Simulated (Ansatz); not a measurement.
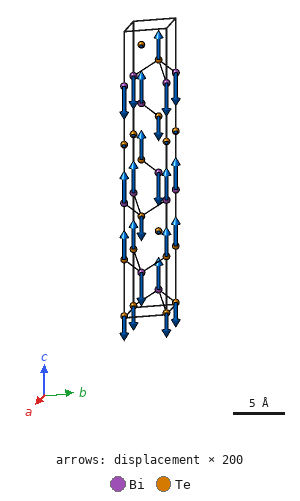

A relaxation of a crystal of Bi2Te3 (set up in R3m). The starting structure is drawn; blue arrows show the displacements (the part carried along by the change of the cell is left out), magnified 200 times.

The picture is a ball-and-stick view of the conventional cell (3 times the calculation's cell), seen slightly off an axis. Lengths and directions refer to the drawn axes.

Computed with DFT PBEsol, scalar-relativistic, plane waves, PAW in Ansatz 0.2.0. (plane-wave cutoff 420 eV; k-point mesh 9 × 9 × 9; occupations gaussian; smearing width 0.1 eV; no spin polarisation; cell and atoms relaxed; force threshold 0.005 eV/Å; at most 80 steps)

### What did the optimiser do to the structure, and how much energy did it gain?

Over 3 accepted moves (5 points after the start) the energy falls by 0.3 meV per atom. Largest force component: 0.059 eV/Å at the start, 0.003 eV/Å at the end. Pressure: −0.05 GPa at the start and 0.01 GPa at the end. The line search rejected the trial step at point 2 of the run. At 1 point the geometry stayed and the basis and grid were re-selected for the new cell (energy shift of less than 0.05 meV per atom at most each time). The atom that moves furthest relative to the cell is a Bi atom (0.017 Å along −c). Largest moves by element: Bi 0.017 Å, Te 0.015 Å. The volume changes by −0.3 %, with a = b 4.390 → 4.393 Å (+0.1 %), c 29.119 → 28.981 Å (−0.5 %). Some distances before and after: Bi–Te 3.099 → 3.115 Å. The space group stays R-3m (No. 166).
